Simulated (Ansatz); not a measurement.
## H-CC-F chair monolayer in a perpendicular field

Aim: how the H-CC-F chair monolayer screens a field along its normal, and what the field does to its bands. A positive field points along +c.

Method: plane-wave DFT, PBE-D3(BJ), Ansatz PAW, in Ansatz 0.2.0.

## Step 1: The starting structure

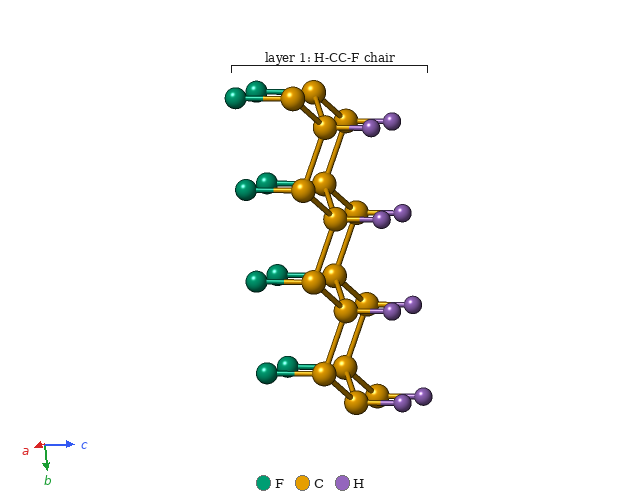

The starting structure, seen from the side, with the c axis across the page (fluorine teal, carbon orange, hydrogen purple). 2×4×1 cells are drawn.

The cell holds 4 atoms: 1 F, 2 C and 1 H. Its edges and angles: a = 2.508 Å, b = 2.508 Å, c = 36.807 Å, α = 90.0°, β = 90.0°, γ = 120.0°. Vacuum lies along c.

Coordinates:

```cif
data_structure
_symmetry_space_group_name_H-M 'P 1'
_symmetry_Int_Tables_number 1
_cell_length_a 2.5080
_cell_length_b 2.5080
_cell_length_c 36.8067
_cell_angle_alpha 90.000
_cell_angle_beta 90.000
_cell_angle_gamma 120.000
_cell_volume 200.50
loop_
_atom_site_label
_atom_site_type_symbol
_atom_site_fract_x
_atom_site_fract_y
_atom_site_fract_z
_atom_site_occupancy
F1 F 0.66667 0.33333 0.46051 1
C2 C 0.66667 0.33333 0.49665 1
C3 C 0.33333 0.66667 0.51041 1
H4 H 0.33333 0.66667 0.53949 1
```

## Step 2: Relaxing the slab

The starting cell is a guess, so the in-plane lattice and the atoms are relaxed first, with the slab cut off from its images along the normal.

File input.yaml:

```yaml
crystal:
  lattice:
    - [2.508, 0.0, 0.0]
    - [-1.254, 2.1719917127, 0.0]
    - [0.0, 0.0, 36.8066666657]
  atoms:
    - { symbol: F, position: [0.6666666667, 0.3333333333, 0.4605143996] }
    - { symbol: C, position: [0.6666666667, 0.3333333333, 0.4966491578] }
    - { symbol: C, position: [0.3333333333, 0.6666666667, 0.5104147799] }
    - { symbol: H, position: [0.3333333333, 0.6666666667, 0.5394856004] }
  periodic: [true, true, false]
kpoints:
  mp_grid: { grid: [18, 18, 1] }
hamiltonian:
  xc: pbe
  dispersion: d3bj
scf:
  occupations: { method: fermi_dirac, width: 0.05 }
  convergence: { dr2_threshold: 1.0e-09 }
relax:
  f_tol: 0.004
  max_steps: 90
  cell: {}
output:
  write_potential: true
  write_density: true
  volumetric_format: npy
```

The run is started by

```sh
$ ansatz run input.yaml --threads 2 --pin off --max-ram 3072MiB --backend cpu --events-out ev --progress --plain --runs-dir out
```

Numbers of over 12 decimals in the logs are rounded to 6 here.

Output:

```text
Warning: relax.cell: scf.convergence.dr2_threshold = 1e-9 eV is looser than the 2.40121918001e-10 eV advised for a relaxation that steers and ends on the stress (1e-10 eV for each atom of the cell: 4, times the square of relax.cell.stress_2d_tol = 0.05 N/m over 12.9 Å (the atoms' height at the walk's start and 5 Å past either face), 3.874e-2 GPa, over a crystal's default 0.05). What an SCF threshold leaves in a stress goes as its square root, and in the free energy as the threshold itself, and one threshold admits the most on a small cell: [figures from the program's tests cut] Set scf.convergence.dr2_threshold to 2.40121918001e-10 eV or tighter. [rest of the remark cut]
Engine: ansatz 0.2.0, aarch64-unknown-linux-gnu
Pseudopotentials: kind: paw
Pseudopotential: F, paw, valence charge 7, recommended cutoff 420 eV (normal), F.paw.azcp
Pseudopotential: C, paw, valence charge 4, recommended cutoff 420 eV (normal), C.paw.azcp
Pseudopotential: H, paw, valence charge 1, recommended cutoff 420 eV (normal), H.paw.azcp
Functional definition: PBE
  parameter kappa = 0.804
  parameter beta = 0.066725
  exchange = pbe_x(kappa = kappa, mu = beta*pi^2/3)
  correlation = pbe_c(beta = beta)
Crystal: 4 atoms, lattice volume = 200.499 Å³
Basis set: ecut = 420 eV, 3945 PW (Γ), exchange–correlation on 36×36×500 points (8 copies of the dense FFT grid, shifted against one another)
Bands: 12, of which v1, the nominal top of the filled ones, is band 8 counted from 1 (7 counted from 0)
Symmetry: 6 space group operations
Space group: P3m1 (ITA 156), of the structure as read, at distance tolerance 5.9e-5 Å
k-points: 37 of 324 (time reversal used)
Non-local potential: F, projectors of the file, l = 0: 2, l = 1: 2, l = 2: 1
Non-local potential: C, projectors of the file, l = 0: 2, l = 1: 2, l = 2: 1
Non-local potential: H, projectors of the file, l = 0: 2, l = 1: 1
PAW form: soft (Blöchl's): semilocal exchange-correlation on the pseudo side does not see the compensation charge
PAW one-centre angular grid: F, 110 points (default); XC on 64 Gauss nodes
PAW one-centre angular grid: C, 110 points (default); XC on 64 Gauss nodes
PAW one-centre angular grid: H, 110 points (default); XC on 64 Gauss nodes
Initial density: superposition of atomic densities (neutral atoms: chi_scale 0, normalization atom), corrected by the library's trained network
Initial wavefunctions: pseudopotential atomic-orbital guess
Functional: x = pbe(κ = 0.804, μ = 0.219515), c = pbe(β = 0.066725)
SCF iter   1: F=—  HF=-1325.378386 eV  |F-HF|=—  |Δ(HF+E_count)|=         —  Δρ=3.68e-3  dr2=9.49e-2  ethr=1.77e-3  ⟨swp⟩=11.4  Hψ=4396  notcnv=0
preconditioner: auto → Resta (q_TF=auto, 1.790 Å⁻¹)  ε∞=1.4  [insulator: Δε(μ)=2.853 eV  Ē_g=16.975 eV  σ=0.050 eV  W_gap=1.00  n_scr=20 (ndim 8)  ℏωp=10.5 eV  f_vac=0.839  D(μ)=0.00/eV (n_scr^D=0)  ε∞_Penn≈1.4  vacuum switching on, ρ_ref=2.1e-2 e/Å³]
SCF iter   2: F=—  HF=-1325.368687 eV  |F-HF|=—  |Δ(HF+E_count)|=   9.70e-3  Δρ=4.60e-3  dr2=5.50e-2  ethr=5.93e-4  ⟨swp⟩=4.4  Hψ=1394  notcnv=0
SCF iter   3: F=—  HF=-1325.358585 eV  |F-HF|=—  |Δ(HF+E_count)|=   1.01e-2  Δρ=1.44e-3  dr2=2.70e-3  ethr=3.44e-4  ⟨swp⟩=3.7  Hψ=951  notcnv=0
SCF iter   4: F=—  HF=-1325.359161 eV  |F-HF|=—  |Δ(HF+E_count)|=   5.76e-4  Δρ=2.51e-4  dr2=9.28e-5  ethr=1.69e-5  ⟨swp⟩=4.2  Hψ=1157  notcnv=0
SCF iter   5: F=—  HF=-1325.359255 eV  |F-HF|=—  |Δ(HF+E_count)|=   9.31e-5  Δρ=7.71e-5  dr2=6.58e-6  ethr=5.80e-7  ⟨swp⟩=2.9  Hψ=1055  notcnv=0
SCF iter   6: F=—  HF=-1325.359261 eV  |F-HF|=—  |Δ(HF+E_count)|=   6.12e-6  Δρ=2.23e-5  dr2=9.65e-7  ethr=4.11e-8  ⟨swp⟩=3.0  Hψ=903  notcnv=0
SCF iter   7: F=—  HF=-1325.359212 eV  |F-HF|=—  |Δ(HF+E_count)|=   4.86e-5  Δρ=6.16e-6  dr2=6.00e-8  ethr=6.03e-9  ⟨swp⟩=2.6  Hψ=843  notcnv=0
SCF iter   8: F=—  HF=-1325.359212 eV  |F-HF|=—  |Δ(HF+E_count)|=   2.60e-8  Δρ=2.05e-6  dr2=4.33e-9  ethr=3.75e-10  ⟨swp⟩=2.7  Hψ=840  notcnv=0
SCF iter   9: F=-1325.359212 eV  HF=-1325.359212 eV  |F-HF|=1.65e-9  |Δ(HF+E_count)|=   2.21e-8  Δρ=6.06e-7  dr2=2.86e-10  ethr=6.25e-12  ⟨swp⟩=10.5  Hψ=3122  notcnv=0
SCF 1 converged in 9 iterations: F = -1325.359212 eV  dr2 = 2.86e-10
  greatest PAW one-centre occupation: 0.935 electrons in one spin orbital (limit 2), on the F atom at site 0 (counted from 0), in its partial waves of l = 0
relax step   1: F+E_penalty+E_count = -1325.35921214 eV  Δ(F+E_penalty+E_count) = +0.000e0 eV  max|allowed force component| = 1.995e0 eV/Å  Δτ_max = 0.0000 Å  P = +6.696 N/m  Ω = 200.499 Å³  fix = [c, alpha, beta]  reactions: c +0.000 N/m  (9 SCF iters, accepted)
Crystal: 4 atoms, lattice volume = 206.841 Å³
Basis set: ecut = 420 eV, 4113 PW (Γ), exchange–correlation on 36×36×500 points (8 copies of the dense FFT grid, shifted against one another)
Initial density: handed on by an earlier stage of this run
Initial wavefunctions: those handed on with the density
iter 1 solved again at ethr=1.90e-4 eV; its pass at ethr=3.10e-3 eV (dr2=3.04e-2 eV) is discarded
SCF iter   1: F=—  HF=-1325.453103 eV  |F-HF|=—  |Δ(HF+E_count)|=         —  Δρ=3.31e-3  dr2=3.22e-2  ethr=1.90e-4  ⟨swp⟩=2.1  Hψ=4440  notcnv=0
preconditioner: auto → Resta (q_TF=auto, 1.781 Å⁻¹)  ε∞=1.4  [insulator: Δε(μ)=2.310 eV  Ē_g=15.882 eV  σ=0.050 eV  W_gap=1.00  n_scr=20 (ndim 8)  ℏωp=10.3 eV  f_vac=0.845  D(μ)=0.00/eV (n_scr^D=0)  ε∞_Penn≈1.4  vacuum switching on, ρ_ref=1.8e-2 e/Å³]
SCF iter   2: F=—  HF=-1325.443890 eV  |F-HF|=—  |Δ(HF+E_count)|=   9.21e-3  Δρ=1.75e-3  dr2=4.86e-3  ethr=1.90e-4  ⟨swp⟩=2.9  Hψ=916  notcnv=0
SCF iter   3: F=—  HF=-1325.443336 eV  |F-HF|=—  |Δ(HF+E_count)|=   5.54e-4  Δρ=8.36e-4  dr2=1.76e-3  ethr=3.03e-5  ⟨swp⟩=3.4  Hψ=1070  notcnv=0
SCF iter   4: F=—  HF=-1325.443025 eV  |F-HF|=—  |Δ(HF+E_count)|=   3.11e-4  Δρ=2.87e-4  dr2=9.18e-5  ethr=1.10e-5  ⟨swp⟩=2.8  Hψ=824  notcnv=0
SCF iter   5: F=—  HF=-1325.443094 eV  |F-HF|=—  |Δ(HF+E_count)|=   6.91e-5  Δρ=7.51e-5  dr2=4.78e-6  ethr=5.74e-7  ⟨swp⟩=2.6  Hψ=853  notcnv=0
SCF iter   6: F=—  HF=-1325.443098 eV  |F-HF|=—  |Δ(HF+E_count)|=   3.84e-6  Δρ=1.64e-5  dr2=2.00e-7  ethr=2.99e-8  ⟨swp⟩=3.0  Hψ=937  notcnv=0
SCF iter   7: F=—  HF=-1325.443053 eV  |F-HF|=—  |Δ(HF+E_count)|=   4.47e-5  Δρ=4.57e-6  dr2=2.86e-8  ethr=1.25e-9  ⟨swp⟩=2.5  Hψ=817  notcnv=0
SCF iter   8: F=—  HF=-1325.443053 eV  |F-HF|=—  |Δ(HF+E_count)|=   1.10e-8  Δρ=1.45e-6  dr2=2.31e-9  ethr=1.79e-10  ⟨swp⟩=2.8  Hψ=865  notcnv=0
SCF iter   9: F=-1325.443053 eV  HF=-1325.443053 eV  |F-HF|=1.21e-10  |Δ(HF+E_count)|=   1.16e-9  Δρ=2.65e-7  dr2=5.15e-11  ethr=6.25e-12  ⟨swp⟩=9.9  Hψ=2954  notcnv=0
[...]
relax step   4: F+E_penalty+E_count = -1325.45699061 eV  Δ(F+E_penalty+E_count) = -2.270e-4 eV  max|allowed force component| = 1.056e-2 eV/Å  Δτ_max = 0.0039 Å  P = -0.084 N/m  Ω = 209.459 Å³  energy of the carried Pulay correction = -7.997e-3 eV  fix = [c, alpha, beta]  reactions: c -0.000 N/m  (7 SCF iters, accepted)
[...]
relax step   5: F+E_penalty+E_count = -1325.45709665 eV  Δ(F+E_penalty+E_count) = -1.060e-4 eV  max|allowed force component| = 3.413e-3 eV/Å  Δτ_max = 0.0003 Å  P = -0.012 N/m  Ω = 209.351 Å³  energy of the carried Pulay correction = -7.903e-3 eV  fix = [c, alpha, beta]  reactions: c -0.000 N/m  (6 SCF iters, accepted)
[...]
relax step   6: F+E_penalty+E_count = -1325.46749760 eV  Δ(F+E_penalty+E_count) = -1.040e-2 eV  max|allowed force component| = 3.270e-3 eV/Å  Δτ_max = 0.0000 Å  P = +0.354 N/m  Ω = 209.351 Å³  fix = [c, alpha, beta]  reactions: c +0.000 N/m  stress off target by 3.54e-1 N/m on what of the cell is left free  SCF on the basis re-selected at this cell (its energy is not comparable with the rows above)  (7 SCF iters)
[...]
relax step   7: F+E_penalty+E_count = -1325.46723864 eV  Δ(F+E_penalty+E_count) = +2.590e-4 eV  max|allowed force component| = 1.472e-2 eV/Å  Δτ_max = 0.0003 Å  P = +0.043 N/m  Ω = 209.822 Å³  energy of the carried Pulay correction = -4.141e-4 eV  fix = [c, alpha, beta]  reactions: c +0.000 N/m  (7 SCF iters, accepted)
[...]
relax step   8: F+E_penalty+E_count = -1325.46718902 eV  Δ(F+E_penalty+E_count) = +4.962e-5 eV  max|allowed force component| = 2.808e-4 eV/Å  Δτ_max = 0.0002 Å  P = +0.001 N/m  Ω = 209.883 Å³  energy of the carried Pulay correction = -4.681e-4 eV  fix = [c, alpha, beta]  reactions: c +0.000 N/m  (5 SCF iters, accepted)
iter 1 solved again at ethr=3.77e-7 eV; its pass at ethr=3.10e-3 eV (dr2=6.03e-5 eV) is discarded
SCF iter   1: F=—  HF=-1325.467532 eV  |F-HF|=—  |Δ(HF+E_count)|=         —  Δρ=2.05e-5  dr2=6.00e-8  ethr=3.77e-7  ⟨swp⟩=5.0  Hψ=5916  notcnv=0
eigensolver tolerance schedule: the retry pair's looser diagonalisation over-reported the residual by 1004.89 of it (diagonalisation noise at 0.14 of the residual, at the tolerance the schedule requests for it); recorded, not acted on — ethr = c·dr2/N_el stays at c = 1.0e-1
preconditioner: auto → Resta (q_TF=auto, 1.777 Å⁻¹)  ε∞=1.4  [insulator: Δε(μ)=2.598 eV  Ē_g=15.724 eV  σ=0.050 eV  W_gap=1.00  n_scr=20 (ndim 8)  ℏωp=10.3 eV  f_vac=0.843  D(μ)=0.00/eV (n_scr^D=0)  ε∞_Penn≈1.4  vacuum switching on, ρ_ref=1.8e-2 e/Å³]
SCF iter   2: F=—  HF=-1325.467623 eV  |F-HF|=—  |Δ(HF+E_count)|=   9.12e-5  Δρ=9.83e-6  dr2=1.46e-8  ethr=3.75e-10  ⟨swp⟩=3.8  Hψ=1091  notcnv=0
SCF iter   3: F=—  HF=-1325.467686 eV  |F-HF|=—  |Δ(HF+E_count)|=   6.31e-5  Δρ=3.06e-6  dr2=1.07e-8  ethr=9.13e-11  ⟨swp⟩=3.4  Hψ=1028  notcnv=0
iter 4 met the thresholds in force, and the SCF goes on: an eigenvalue changes by 25.86 meV, over its tolerance of 1.20 meV (output.eigenvalues, Limitations)
SCF iter   4: F=-1325.467696 eV  HF=-1325.467694 eV  |F-HF|=1.94e-6  |Δ(HF+E_count)|=   7.70e-6  Δρ=8.29e-7  dr2=7.49e-10  ethr=6.25e-12  ⟨swp⟩=14.9  Hψ=4388  notcnv=0
iter 5 met the thresholds in force, and the SCF goes on: an eigenvalue changes by 5.65 meV, over its tolerance of 1.01 meV (output.eigenvalues, Limitations)
SCF iter   5: F=-1325.467696 eV  HF=-1325.467696 eV  |F-HF|=1.87e-7  |Δ(HF+E_count)|=   1.75e-6  Δρ=1.61e-7  dr2=1.48e-11  ethr=4.68e-12  ⟨swp⟩=11.4  Hψ=3609  notcnv=0
Mixer restart at iter 5: flushing history
SCF iter   6: F=-1325.467696 eV  HF=-1325.467696 eV  |F-HF|=2.11e-11  |Δ(HF+E_count)|=   1.87e-7  Δρ=1.32e-7  dr2=2.72e-11  ethr=1.00e-12  ⟨swp⟩=9.3  Hψ=3226  notcnv=0
SCF 9 converged in 6 iterations: F = -1325.467696 eV  dr2 = 2.72e-11
relax step   9: F+E_penalty+E_count = -1325.46769587 eV  Δ(F+E_penalty+E_count) = -5.069e-4 eV  max|allowed force component| = 3.884e-4 eV/Å  Δτ_max = 0.0000 Å  P = +0.008 N/m  Ω = 209.883 Å³  fix = [c, alpha, beta]  reactions: c +0.000 N/m  stress off target by 8.10e-3 N/m on what of the cell is left free  SCF on the basis re-selected at this cell (its energy is not comparable with the rows above)  (6 SCF iters)
basis re-selected at this cell: Δ(F+E_penalty+E_count) = -5.069e-4 eV, ΔP = +0.007 N/m vs the last step (what re-selecting the basis moved, of the pressure what is left beyond the Pulay correction that the steps carried, after the strain that the cell walked since its last selection, with what the two solves' SCF thresholds leave and, on support functions, any second-order correction that the steps lacked; it is no m [...]
WARN: The output density's exchange-correlation potential varies sharply where the density is thin. Do not read a vacuum level from v_tot or v_xc, or from such a field of the output density. On a cell that repeats whose density bears no net charge and no dipole along the vacuum's axis use v_es (v_loc + v_h of the components); under efield.dipole_correction with no amplitude use v_es + v_field, which holds any externa [...]
SCF converged after 6 iterations
an eigenvalue changed by more than its tolerance at an iteration that met the thresholds in force, so the SCF went on 2 times, its first undamped step at iteration 5: the last check found none over its tolerance
Free energy (F): -1325.467696 eV
Harris-Foulkes:  -1325.467696 eV  (|F-HF|=2.11e-11)
Internal energy: -1325.467696 eV  (E = F + TS)
E sigma→0 (E₀):  -1325.467696 eV
Fermi energy:    -4.677514 eV
--- Per-component energies (eV) ---
  E_band       = -234.770888
  E_kinetic    = 401.546468
  E_local      = -33368.236301  (includes V_loc(G=0)·N_el)
  E_nonlocal   = 128.219932
  E_hartree    = 16458.060415
  E_xc         = -184.645146
  E_vxc        = -232.724812  (∫ρ·V_xc dr)
  E_paw        = -399.220470  (= ΣΔE_a)
  E_vpaw       = -79.697760  (= ΣTr[D̂ρ^β])
  E_aug_tail   = 0.000673  (compensation charges beyond the density's cutoff)
  E_ewald      = 15639.085417
  E_disp       = -0.278683  (pairwise vdW)
  E_smearing   = -0.000000  (= −TS)
  E_closure    = 0.000000  (closes the sum)
  Σ components = -1325.467696   (vs F -1325.467696, Δ=0.00e0)
--- Forces (eV/Å), atoms counted from 1 ---
  atom   1  F     -0.00000000    -0.00000000     0.00009289
  atom   2  C      0.00000000     0.00000000    -0.00038656
  atom   3  C      0.00000000    -0.00000000     0.00018802
  atom   4  H      0.00000000     0.00000000     0.00011284
  max |Σ_I F_I| component: 7.19e-6 eV/Å
--- 2D stress c σ (N/m, compression-positive) ---
        0.008099       0.000000      -0.000000
       -0.000000       0.008099       0.000000
       -0.000000       0.000000       0.000000
  P = ½ c Tr σ = 0.0081 N/m
--- Band table (eV; the first three rows and the last of 37) ---
  k-point 0: bands = [... 4 lower, -9.0785, -9.0785, -5.9889, -5.9889, -3.3879 (-3.3879°), -2.2563, -1.6867, -0.8612]
  k-point 1: bands = [... 4 lower, -9.2366, -9.1404, -6.2356, -6.0803, -3.2952 (-3.2951°), -2.1618, -1.5901, -0.7587]
  k-point 2: bands = [... 4 lower, -9.6688, -9.3195, -6.8321, -6.3124, -3.0286 (-3.0286°), -1.8799, -1.3060, -0.4669]
  k-point 36: bands = [... 4 lower, -12.0733, -11.9265, -9.3376, -8.4513, 2.0933, 2.4692, 4.0587, 6.1416]
  ° read free of the cell's end (the report's vacuum.weakly_bound_levels)
--- Relaxed structure (7 steps of the walk, 7 accepted, 2 SCFs on fresh bases) ---
  F+E_penalty+E_count = -1325.46769587 eV   max|allowed force component| = 3.884e-4 eV/Å   (the final SCF, on the basis selected at the relaxed cell)
  cell:  # Å, volume = 209.8832 Å³
    - [2.566022, 0.0, 0]
    - [-1.283011, 2.222240, 0]
    - [0, 0, 36.8066666657]
  atoms:
    - { symbol: F, position: [0.666667, 0.333333, 0.459811] }
    - { symbol: C, position: [0.666667, 0.333333, 0.497133] }
    - { symbol: C, position: [0.333333, 0.666667, 0.510056] }
    - { symbol: H, position: [0.333333, 0.666667, 0.540065] }
```

Wall time 48 s (2 threads of Arm Neoverse V1, shared host); peak memory 0.45 GiB; 94 s of CPU time.

Step by step:

```csv
step,energy less that of the first step (eV),largest force component (eV/Å),volume (Å³)
1,0.0000,1.9950,200.50
2,-0.0838,0.9019,206.84
3,-0.0976,0.1720,209.04
4,-0.0978,0.0106,209.46
5,-0.0979,0.0034,209.35
6*,-0.1083,0.0033,209.35
7,-0.1080,0.0147,209.82
8,-0.1080,0.0003,209.88
9*,-0.1085,0.0004,209.88
```

Relaxation steps marked * repeat the geometry before them on a plane-wave basis chosen anew for their cell, so energy and pressure can jump there.

Forces are held to the 6 operations that the run works with; a distortion that breaks them can't arise in this run.

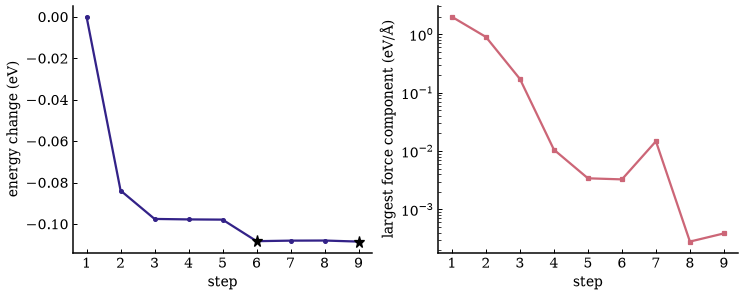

Energy and largest force along the relaxation. Stars mark steps on a basis chosen anew.

```csv
cell as run,before,after,change
a (Å),2.508,2.566,+2.3 %
b (Å),2.508,2.566,+2.3 %
```

The atoms that moved most (Å, along periodic axes as changes of fractional coordinates times the final cell, across vacuum about the mean position):

```csv
atom,dx,dy,dz,length
F1,0.000,0.000,-0.026,0.026
H4,0.000,0.000,0.021,0.021
C2,0.000,0.000,0.018,0.018
C3,0.000,0.000,-0.013,0.013
```

The relaxed structure:

```xyz
4
Lattice="2.5660 0.0000 0.0000 -1.2830 2.2222 0.0000 0.0000 0.0000 36.8067" Properties=species:S:1:pos:R:3
F     1.2830    0.7407   16.9241
C     1.2830    0.7407   18.2978
C     0.0000    1.4815   18.7735
H     0.0000    1.4815   19.8780
```

This step gave:

```
gap on the k-mesh : 2.601 eV
```

The lattice constant a goes from 2.508 to 2.566 Å.

(Part 1 of 2 ends here.)

[Logs are printed without paths, hosts, clocks, repeated set-up lines and the standing remarks that a program may print on its own settings, such as how far it seeks lower states.]

[Hosts, paths, dates, database ids (printed as entryN), source tags and the programs' standing remarks are cut or masked in the printed files.]

[Maps of the electrostatic potential energy from Ansatz leave out the sawtooth potential of an applied field or a dipole correction, so their vacuum need not be flat; planar profiles and work functions include it.]
